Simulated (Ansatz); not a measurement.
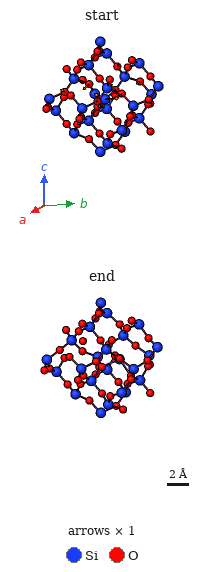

The structure of a defect cell of composition Si₅₅O₁₀₈ (cell charge +2) before (top) and after (bottom) a relaxation, at one scale. The orange arrows give the displacements, at their true length.

A ball-and-stick model of the atoms within 5.8 Å of the atom that moves most (axes of the cell of the calculation (origin shifted)), seen slightly off an axis.

All numbers below come from DFT, PBEsol, PAW, plane waves (Ansatz 0.2.0). (plane-wave cutoff 420 eV; k-point mesh 1 × 1 × 1; mesh shifted by (0.25, 0.25, 0.25); no spin polarisation; atoms relaxed in a fixed cell; force threshold 0.03 eV/Å; at most 80 steps)

### Summarise the run.

Over 26 accepted moves (28 points after the start) the energy falls by 36.736 eV per cell of the calculation. The largest force component goes from 76 to 0.023 eV/Å. The line search rejected the trial steps at points 10, 23 of the run. The atom that moves furthest is a Si atom (1.52 Å roughly along [1 2 0]). By element the largest moves are Si 1.52 Å, O 0.92 Å. The lattice vectors keep their values. Near-neighbour distances that change, for instance: O–Si 2.385 → 4.013 Å, O–Si 3.118 → 1.894 Å, O–Si 3.230 → 2.038 Å, Si–Si 3.819 → 2.707 Å. New bonds form, among them: O–Si (2.36 → 1.61 Å), O–Si (2.66 → 1.76 Å), O–Si (3.12 → 1.89 Å), O–Si (3.23 → 2.04 Å). Bonds break, among them: O–Si (1.65 → 2.51 Å). Among the angles between lasting bonds that change: O–Si–O 150.1° → 114.3°, Si–O–Si 165.3° → 136.9°, O–Si–O 109.6° → 88.7°. The run took 37 s on 1 × NVIDIA GB200 with 8 threads of Arm Neoverse-V2, peak memory 2.2 GiB.

Limits of the set-up: the cell is charged, on a uniform background, and energies carry no finite-size correction.
